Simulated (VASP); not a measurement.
# LiH with PBE: from relaxation to properties

What structure does LiH take at this level, and what are its properties? The steps: relaxing cell and atoms (PBE), second relaxation, single point with fields (PBE), band structure (PBE), total and projected DOS (PBE), field gradients at the nuclei (PBE) and dielectric tensor and Born charges (PBE). The start is a cell from a database of measured crystal structures.

Main program and level: VASP 6.6.1; PBE; plane waves and PAW (Li_sv, H).

The database entry behind the starting cell differs from later determinations by our own check (the deuteride, about 0.2 % short), so it need not match the best structure at ambient conditions.

**1. The structure**

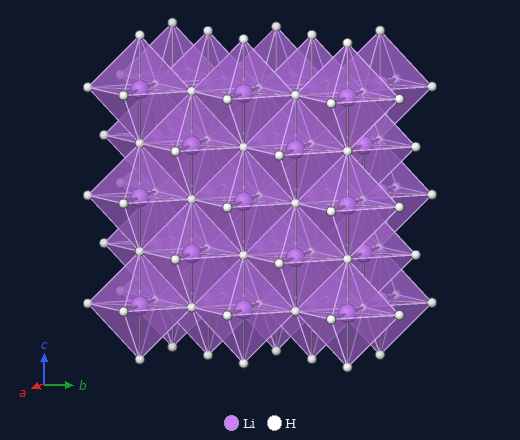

Start, viewed slightly off an axis; lithium purple, hydrogen white. 1×2×2 cells are drawn. This picture shows the conventional cell, with its axes. Some periodic images of atoms are drawn too.

**2. Relaxing cell and atoms (PBE)**

The start need not lie at this functional's minimum. ISIF = 3 frees volume, shape and positions, and EDIFFG sets the threshold on forces and stress at which the search stops. PBE, the usual starting point, adds the gradient of the density.

Input file INCAR:

```
SYSTEM = LiH
PREC = Accurate
ENCUT = 650
EDIFF = 1E-06
NELM = 100
ISMEAR = 0
SIGMA = 0.05
LREAL = .FALSE.
ALGO = Normal
GGA = PE
NBANDS = 8
LORBIT = 11
LWAVE = .FALSE.
LCHARG = .FALSE.
KPAR = 2
IBRION = 2
NSW = 60
ISIF = 3
EDIFFG = -0.01
```

Input file POSCAR:

```
LiH
1.0
    0.0000000000      2.0367500000      2.0367500000
    2.0367500000      0.0000000000      2.0367500000
    2.0367500000      2.0367500000      0.0000000000
Li H
1 1
Direct
    0.0000000000      0.0000000000      0.0000000000
    0.5000000000      0.5000000000      0.5000000000
```

Input file KPOINTS:

```
Automatic mesh
0
Gamma
9 9 9
0 0 0
```

PAW data sets: Li_sv and H (PBE family, release 64).

Command:

```
mpirun -np 2 vasp_std
```

The log of the run:

```text
[banner, memory and clock lines left out]
running    2 mpi-ranks, on    1 nodes
 distrk:  each k-point on    1 cores,    2 groups
 distr:  one band on    1 cores,    1 groups

 POSCAR found type information on POSCAR LiH
 POSCAR found :  2 types and       2 ions
 LDA part: xc-table for (Slater+PW92), standard interpolation
 POSCAR, INCAR and KPOINTS ok, starting setup
 FFT: planning ... GRIDC
 FFT: planning ... GRID_SOFT
 FFT: planning ... GRID
 WAVECAR not read
 entering main loop
       N       E                     dE             d eps       ncg     rms          rms(c)
DAV:   1    -0.259840221884E+01   -0.25984E+01   -0.16867E+03   568   0.523E+02
DAV:   2    -0.631279996707E+01   -0.37144E+01   -0.37144E+01   752   0.484E+01
DAV:   3    -0.636256826848E+01   -0.49768E-01   -0.49768E-01   680   0.563E+00
DAV:   4    -0.636328829806E+01   -0.72003E-03   -0.72003E-03   856   0.435E-01
DAV:   5    -0.636329138505E+01   -0.30870E-05   -0.30870E-05   728   0.191E-02    0.286E+00
DAV:   6    -0.618071582745E+01    0.18258E+00   -0.16073E-01   640   0.136E+00    0.142E+00
DAV:   7    -0.612075961311E+01    0.59956E-01   -0.20320E-01   712   0.172E+00    0.219E-01
DAV:   8    -0.612259598501E+01   -0.18364E-02   -0.43230E-03   680   0.451E-01    0.421E-02
DAV:   9    -0.612253616040E+01    0.59825E-04   -0.17841E-04   752   0.579E-02    0.716E-03
DAV:  10    -0.612253329226E+01    0.28681E-05   -0.55106E-06   680   0.191E-02    0.252E-03
DAV:  11    -0.612253269191E+01    0.60035E-06   -0.23307E-07   520   0.231E-03
   1 F= -.61225327E+01 E0= -.61225327E+01  d E =-.612253E+01
 curvature:   0.00 expect dE= 0.000E+00 dE for cont linesearch  0.000E+00
 trial: gam= 0.00000 g(F)=  0.276E-62 g(S)=  0.289E-02 ort = 0.000E+00 (trialstep = 0.100E+01)
 search vector abs. value=  0.289E-02
 bond charge predicted
       N       E                     dE             d eps       ncg     rms          rms(c)
DAV:   1    -0.612566171620E+01   -0.31284E-02   -0.18451E-02   656   0.997E-01    0.274E-01
DAV:   2    -0.612530389825E+01    0.35782E-03   -0.52816E-04   664   0.193E-01    0.163E-01
DAV:   3    -0.612505953283E+01    0.24437E-03   -0.34456E-04   960   0.962E-02    0.121E-02
DAV:   4    -0.612505460120E+01    0.49316E-05   -0.39378E-06   576   0.224E-02    0.481E-03
DAV:   5    -0.612506044873E+01   -0.58475E-05   -0.24301E-06   808   0.952E-03    0.925E-04
DAV:   6    -0.612506005601E+01    0.39271E-06   -0.51682E-08   312   0.216E-03
   2 F= -.61250601E+01 E0= -.61250601E+01  d E =-.252736E-02
 ZBRENT: can't locate minimum, use default step
 trial-energy change:   -0.002527  1 .order   -0.002526   -0.002885   -0.002167
 step:   4.0000(harm=  4.0176)  dis= 0.00000  next Energy=    -6.128329 (dE=-0.580E-02)
 bond charge predicted
       N       E                     dE             d eps       ncg     rms          rms(c)
DAV:   1    -0.613376302420E+01   -0.87026E-02   -0.17446E-01   648   0.314E+00    0.834E-01
DAV:   2    -0.613019459127E+01    0.35684E-02   -0.50570E-03   632   0.614E-01    0.495E-01
DAV:   3    -0.612825992898E+01    0.19347E-02   -0.31820E-03   960   0.296E-01    0.372E-02
DAV:   4    -0.612823752772E+01    0.22401E-04   -0.35731E-05   560   0.691E-02    0.160E-02
DAV:   5    -0.612825303173E+01   -0.15504E-04   -0.23666E-05   880   0.294E-02    0.293E-03
DAV:   6    -0.612825155495E+01    0.14768E-05   -0.34680E-07   320   0.582E-03    0.719E-04
DAV:   7    -0.612825159172E+01   -0.36768E-07   -0.15095E-07   280   0.334E-03
   3 F= -.61282516E+01 E0= -.61282516E+01  d E =-.571890E-02
 curvature:  -2.01 expect dE=-0.499E-05 dE for cont linesearch -0.499E-05
 trial: gam= 0.00000 g(F)=  0.805E-63 g(S)=  0.248E-05 ort =-0.846E-04 (trialstep = 0.160E+01)
 search vector abs. value=  0.248E-05
 reached required accuracy - stopping structural energy minimisation
```

Elapsed: 5.6 s, on 2 MPI ranks of Intel Xeon Platinum 8375C at 2.90GHz (Ice Lake), shared host; peak memory 0.23 GiB.

The logs omit lines about the potential files and the build; timing stands in the text.

Parts of OUTCAR (step 2):

```text
ion  position               nearest neighbor table
   1  0.000  0.000  0.000-
   2  0.500  0.500  0.500-

  LATTYP: Found a face centered cubic cell.
 ALAT       =     4.0735000000

 Subroutine GETGRP returns: Found 48 space group operations
 (whereof 48 operations were pure point group operations)

The static configuration has the point symmetry O_h .

 Found     35 irreducible k-points:

   k-points           NKPTS =     35   k-points in BZ     NKDIM =     35   number of bands    NBANDS=      8

   dimension x,y,z NGX =    24 NGY =   24 NGZ =   24
   dimension x,y,z NGXF=    48 NGYF=   48 NGZF=   48

   ENCUT  =  650.0 eV  47.77 Ry    6.91 a.u.   5.99  5.99  5.99*2*pi/ulx,y,z

   NELECT =       4.0000    total number of electrons

 k-points in reciprocal lattice and weights: Automatic mesh
   0.00000000  0.00000000  0.00000000       0.001
   0.11111111  0.00000000  0.00000000       0.011
   0.22222222  0.00000000  0.00000000       0.011
   0.33333333  0.00000000  0.00000000       0.011
   0.44444444  0.00000000  0.00000000       0.011
   0.11111111  0.11111111  0.00000000       0.008
   0.22222222  0.11111111  0.00000000       0.033
   0.33333333  0.11111111  0.00000000       0.033
   0.44444444  0.11111111  0.00000000       0.033
[...]
-0.33333333  0.44444444  0.11111111       0.033
  -0.33333333  0.44444444  0.22222222       0.033

 average (electrostatic) potential at core
       1 -63.1776       2 -33.9337

 E-fermi :   0.4582

 k-point     1 :       0.0000    0.0000    0.0000
  band No.  band energies     occupation
      1     -44.1380      2.00000
      2      -5.3376      2.00000
      3      16.3515      0.00000
      4      18.1316      0.00000
      5      18.1316      0.00000
      6      18.1316      0.00000
      7      22.8661      0.00000
    ...

 k-point     2 :       0.1111    0.0000    0.0000
  band No.  band energies     occupation
      1     -44.1325      2.00000
      2      -5.1198      2.00000
      3      14.5283      0.00000
      4      16.9891      0.00000
      5      17.6667      0.00000
      6      17.6667      0.00000
      7      22.3350      0.00000
    ...

 k-point     3 :       0.2222    0.0000    0.0000
  band No.  band energies     occupation
      1     -44.1183      2.00000
      2      -4.4850      2.00000
      3      10.8203      0.00000
      4      15.6064      0.00000
      5      16.9930      0.00000
      6      16.9930      0.00000
      7      23.0214      0.00000
    ...

  Total        0.0058561      0.0058561      0.0058561     -0.0000000     -0.0000000      0.0000000
  in kB        0.5886077      0.5886077      0.5886077     -0.0000000     -0.0000000      0.0000000
  external PRESSURE =       0.5886077 kB  Pullay stress =       0.0000000 kB

  energy-cutoff  :      650.00
  volume of cell :       15.94
      direct lattice vectors                 reciprocal lattice vectors
     0.000000000  1.997509667  1.997509667    -0.250311680  0.250311680  0.250311680
     1.997509667  0.000000000  1.997509667     0.250311680 -0.250311680  0.250311680
     1.997509667  1.997509667  0.000000000     0.250311680  0.250311680 -0.250311680

 POSITION                                       TOTAL-FORCE (eV/Angst)
 -----------------------------------------------------------------------------------
      0.00000      0.00000      0.00000         0.000000     -0.000000      0.000000
      1.99751      1.99751      1.99751        -0.000000      0.000000     -0.000000
 -----------------------------------------------------------------------------------
    total drift:                                0.000000     -0.000000     -0.000000

  FREE ENERGIE OF THE ION-ELECTRON SYSTEM (eV)
  ---------------------------------------------------
  free  energy   TOTEN  =        -6.1282515917 eV

  energy  without entropy=       -6.1282515917  energy(sigma->0) =       -6.12825159

 reached required accuracy - stopping structural energy minimisation

 total charge
# of ion       s       p       d       tot
------------------------------------------
    1        2.022   0.061   0.000   2.082
    2        0.545   0.002   0.000   0.547
--------------------------------------------------
tot          2.567   0.062   0.000   2.630

[... 3 further parts left out ...]
```

CONTCAR:

```
LiH
   1.00000000000000
     0.0000000000000000    1.9975096674038508    1.9975096674038508
     1.9975096674038508    0.0000000000000000    1.9975096674038508
     1.9975096674038508    1.9975096674038508    0.0000000000000000
  Li              H
     1     1
Direct
     0.0000000000000000    0.0000000000000000    0.0000000000000000
     0.5000000000000000    0.5000000000000000    0.5000000000000000
```

The gap is read on the k-mesh alone, so it is an upper bound where the band edges lie off the mesh. The run keeps the 48 symmetry operations of its start, so it cannot find a distortion of lower symmetry.

Relaxation path:

```
step  energy less that of the first step (eV)  largest force (eV/Å)  pressure (GPa)  volume (Å³)
   1                                   0.0000                0.0000           -1.89        16.90
   2                                  -0.0025                0.0000           -1.44        16.66
   3                                  -0.0057                0.0000            0.06        15.94
```

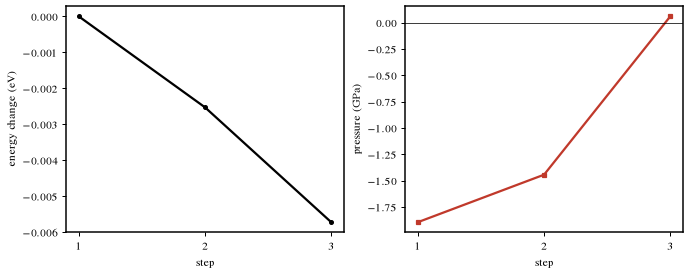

Energy and pressure along the relaxation.

```
conventional cell, symmetrised  before  after  change
                         a (Å)   4.074  3.995  -1.9 %
                         b (Å)   4.074  3.995  -1.9 %
                         c (Å)   4.074  3.995  -1.9 %
              volume (Å³/atom)    8.45   7.97  -5.7 %
```

Final coordinates:

```xyz
2
Lattice="0.0000 1.9975 1.9975 1.9975 0.0000 1.9975 1.9975 1.9975 0.0000" Properties=species:S:1:pos:R:3 pbc="T T T"
Li    0.0000    0.0000    0.0000
H     1.9975    1.9975    1.9975
```

Numbers from this step:

- electrons: 4
- bands: 8
- irreducible k-points: 35
- symmetry operations: 48
- free energy (TOTEN): -6.128 eV
- Fermi energy: 0.4582 eV
- pressure: 0.05886 GPa
- metallic: no
- valence top at k: -0.4444, 0.4444, 0
- conduction bottom at k: -0.4444, 0.4444, 0
- least direct gap at k: -0.4444, 0.4444, 0
- SCF cycles over all ionic steps: 24
- gap on the k-mesh: 3.271 eV
- least direct gap on the k-mesh: 3.271 eV

It ends with forces that vanish by symmetry and a pressure of 0.06 GPa. The volume lies -5.7 % from that of the database's start, which holds the thermal and zero-point expansion of its experiment.

**3. Second relaxation**

A relaxation keeps the plane waves of the cell it began with, so it is repeated from the new cell, on a basis made for it. The mesh changes with the cell too.

INCAR is that of step 2.

Input file POSCAR:

```
LiH
1.0
    0.0000000000      1.9975096674      1.9975096674
    1.9975096674      0.0000000000      1.9975096674
    1.9975096674      1.9975096674      0.0000000000
Li H
1 1
Direct
    0.0000000000      0.0000000000      0.0000000000
    0.5000000000      0.5000000000      0.5000000000
```

Input file KPOINTS:

```
Automatic mesh
0
Gamma
10 10 10
0 0 0
```

Command:

```
mpirun -np 2 vasp_std
```

The log of the run:

```text
[... set-up lines as in an earlier step ...]
 entering main loop
       N       E                     dE             d eps       ncg     rms          rms(c)
DAV:   1    -0.211512501511E+01   -0.21151E+01   -0.18636E+03   752   0.559E+02
DAV:   2    -0.631220721974E+01   -0.41971E+01   -0.41971E+01  1080   0.539E+01
DAV:   3    -0.637027334536E+01   -0.58066E-01   -0.58066E-01   888   0.592E+00
DAV:   4    -0.637070381120E+01   -0.43047E-03   -0.43047E-03  1184   0.463E-01
DAV:   5    -0.637070445387E+01   -0.64267E-06   -0.64267E-06   944   0.135E-02    0.289E+00
DAV:   6    -0.618708699679E+01    0.18362E+00   -0.15539E-01   864   0.136E+00    0.145E+00
DAV:   7    -0.612518419657E+01    0.61903E-01   -0.20290E-01   944   0.175E+00    0.221E-01
DAV:   8    -0.612691386832E+01   -0.17297E-02   -0.39854E-03   904   0.452E-01    0.435E-02
DAV:   9    -0.612684841456E+01    0.65454E-04   -0.18010E-04  1040   0.599E-02    0.632E-03
DAV:  10    -0.612684428790E+01    0.41267E-05   -0.52820E-06   928   0.187E-02    0.231E-03
DAV:  11    -0.612684366813E+01    0.61978E-06   -0.20244E-07   704   0.211E-03
   1 F= -.61268437E+01 E0= -.61268437E+01  d E =-.612684E+01
 curvature:   0.00 expect dE= 0.000E+00 dE for cont linesearch  0.000E+00
 trial: gam= 0.00000 g(F)=  0.944E-63 g(S)=  0.201E-05 ort = 0.000E+00 (trialstep = 0.100E+01)
 search vector abs. value=  0.201E-05
 reached required accuracy - stopping structural energy minimisation
```

It took 4.8 s on 2 MPI ranks; peak memory 0.24 GiB; 4.7 s of CPU time.

From OUTCAR (step 3):

```text
  LATTYP: Found a face centered cubic cell.
 ALAT       =     3.9950193348

The static configuration has the point symmetry O_h .

 Found     47 irreducible k-points:

   k-points           NKPTS =     47   k-points in BZ     NKDIM =     47   number of bands    NBANDS=      8

   ENCUT  =  650.0 eV  47.77 Ry    6.91 a.u.   5.87  5.87  5.87*2*pi/ulx,y,z

   NELECT =       4.0000    total number of electrons

 E-fermi :   0.4765

 k-point     1 :       0.0000    0.0000    0.0000
  band No.  band energies     occupation
      1     -44.1389      2.00000
      2      -5.3374      2.00000
      3      16.3518      0.00000
      4      18.1317      0.00000
      5      18.1317      0.00000
      6      18.1317      0.00000
      7      22.8661      0.00000
    ...

 k-point     2 :       0.1000    0.0000    0.0000
  band No.  band energies     occupation
      1     -44.1341      2.00000
      2      -5.1589      2.00000
      3      14.8558      0.00000
      4      17.1386      0.00000
      5      17.7392      0.00000
      6      17.7392      0.00000
      7      22.2967      0.00000
    ...

  Total        0.0052649      0.0052649      0.0052649     -0.0000000     -0.0000000      0.0000000
  in kB        0.5291780      0.5291780      0.5291780     -0.0000000     -0.0000000      0.0000000
  external PRESSURE =       0.5291780 kB  Pullay stress =       0.0000000 kB

 POSITION                                       TOTAL-FORCE (eV/Angst)
 -----------------------------------------------------------------------------------
      0.00000      0.00000      0.00000         0.000000     -0.000000     -0.000000
      1.99751      1.99751      1.99751        -0.000000      0.000000      0.000000
 -----------------------------------------------------------------------------------
    total drift:                                0.000000     -0.000000     -0.000000

  FREE ENERGIE OF THE ION-ELECTRON SYSTEM (eV)
  ---------------------------------------------------
  free  energy   TOTEN  =        -6.1268436681 eV

  energy  without entropy=       -6.1268436681  energy(sigma->0) =       -6.12684367

[... 6 parts as in an earlier step ...]

[... 6 further parts left out ...]
```

CONTCAR:

```
LiH
   1.00000000000000
     0.0000000000000000    1.9975096673999999    1.9975096673999999
     1.9975096673999999    0.0000000000000000    1.9975096673999999
     1.9975096673999999    1.9975096673999999    0.0000000000000000
  Li              H
     1     1
Direct
     0.0000000000000000    0.0000000000000000    0.0000000000000000
     0.5000000000000000    0.5000000000000000    0.5000000000000000
```

Little changed from the start: no atom moved by 0.005 Å and no cell edge by 0.1 %.

This step gave:

| Item | Value |
| --- | --- |
| irreducible k-points | 47 |
| free energy (TOTEN) | -6.127 eV |
| Fermi energy | 0.4765 eV |
| pressure | 0.05292 GPa |
| valence top at k | 0.5, 0.5, 0 |
| conduction bottom at k | 0.5, 0.5, 0 |
| least direct gap at k | 0.5, 0.5, 0 |
| SCF cycles over all ionic steps | 11 |
| gap on the k-mesh | 2.972 eV |
| least direct gap on the k-mesh | 2.972 eV |

It ends with forces that vanish by symmetry and a pressure of 0.05 GPa. The volume moved by under 0.01 %: the run met its threshold at the first step.

(Continued in part 2 of 3.)

[Lines on the potential files, build, host, timing and source positions are cut from VASP's logs without a mark.]

[Logs are printed without paths, hosts, clocks, repeated set-up lines and the standing remarks that a program may print on its own settings, such as how far it seeks lower states.]

[Hosts, paths, dates, database ids (printed as entryN), source tags and the programs' standing remarks are cut or masked in the printed files.]

[A measured line is paired with the nearest computed mode of its activity, which favours agreement.]
